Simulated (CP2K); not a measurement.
Consider Ni (slab).

```
Ni
1.0
     2.50026    0.00000    0.00000
    -1.25013    2.16529    0.00000
     0.00000    0.00000   25.20726
Ni
6
Direct
  0.66667 0.33333 0.29753
  0.33333 0.66667 0.37852
  0.00000 0.00000 0.45951
  0.66667 0.33333 0.54049
  0.33333 0.66667 0.62148
  0.00000 0.00000 0.70247
```

Method: CP2K 2026.2, Kohn-Sham DFT of a periodic cell, PBE, GTH-PBE with UZH-DZVP basis (short-range sets on d metals).

Question: What will maps of the electron localisation function show?

Answer: Ni–Ni (2.50 Å): the ELF is about 0.25 at the midpoint (no shared electron pair shows on this line).

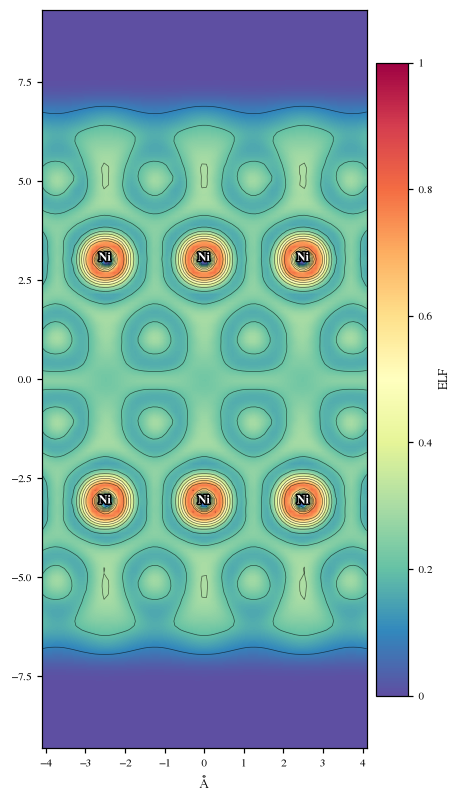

Computed electron localisation function on the (010) plane of the calculation cell, a cut from vacuum to vacuum. Atoms just off the plane (Ni, 0.7 Å away) can leave unmarked features too.
